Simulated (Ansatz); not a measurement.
Structure of Rh:

```
Rh
1.0
     2.72574    0.00000    0.00000
    -1.36287    2.36056    0.00000
     0.00000    0.00000    4.38042
Rh
2
Direct
  0.33333 0.66667 0.75000
  0.66667 0.33333 0.25000
```

It is based on the input geometry of an electronic-structure calculation (not necessarily at equilibrium); the starting structure was generated, so it need not be a known form of this composition.

**Predict the first 2 clear peaks of the neutron G(r) with σ = 0.08 Å, and name the atom pairs.**

1. 2.71 Å: Rh–Rh at 2.70–2.73 Å
2. 3.83 Å: Rh–Rh at 3.83 Å

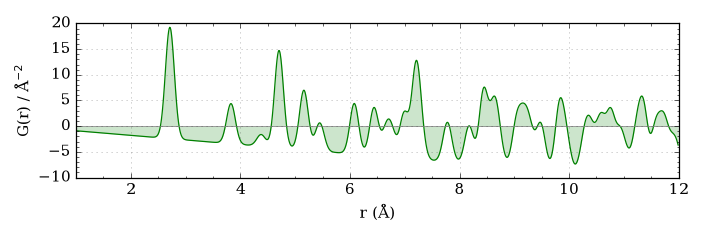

Computed neutron G(r), with each pair weighted by the product of the tabulated coherent neutron scattering lengths (natural isotope mix where the element has one) and a uniform peak width σ = 0.08 Å. No termination ripples are included.
